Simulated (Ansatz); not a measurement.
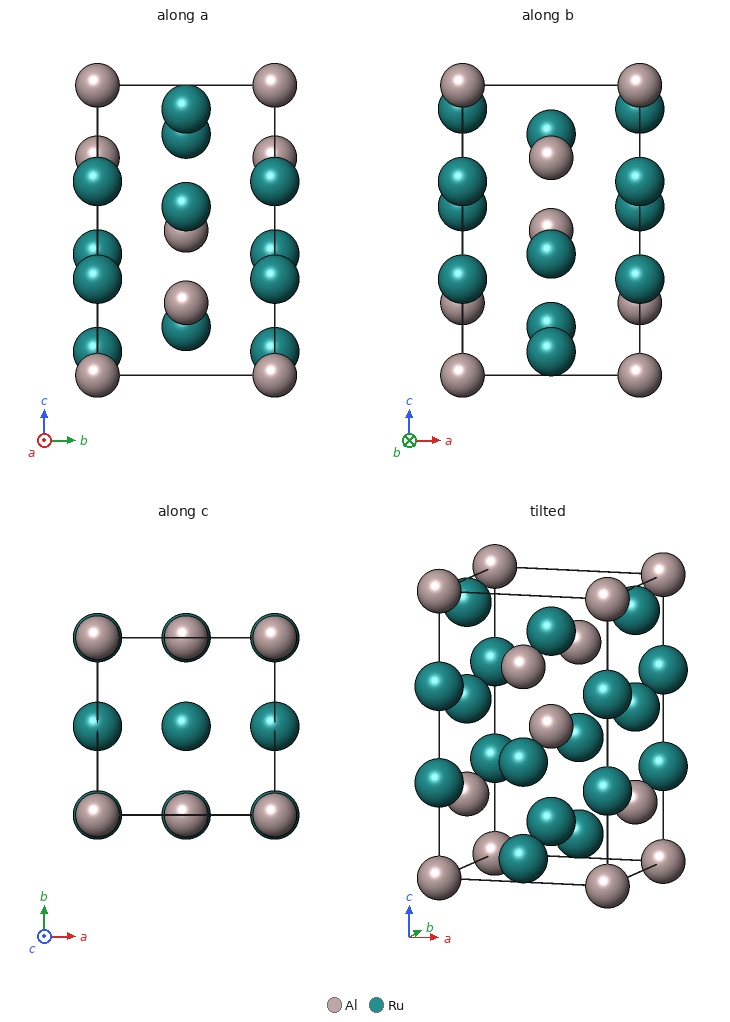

An orthographic spheres-only view of the structure, along the a axis, along the b axis, along the c axis and slightly off an axis. The conventional unit cell is outlined; an atom on or near a face, edge or corner is repeated at each equivalent position.

Lattice parameters: a = 4.809 Å, b = 4.809 Å, c = 7.865 Å, α = 90.00°, β = 90.00°, γ = 90.00°.

Write the structure as a table of Wyckoff sites, with free fractional coordinates to two decimals.

Answer. Space group I4_1/amd:1 (No. 141).
```csv
atom,site,x,y,z
Al,4a,0.00,0.00,0.00
Ru,8e,0.00,0.00,0.33
```

The structure was taken from a structure type filled with these elements by a generator (whether the compound takes this form wasn't checked). The final geometry of a relaxation with DFT PBE, scalar-relativistic, plane waves, PAW in Ansatz is shown.
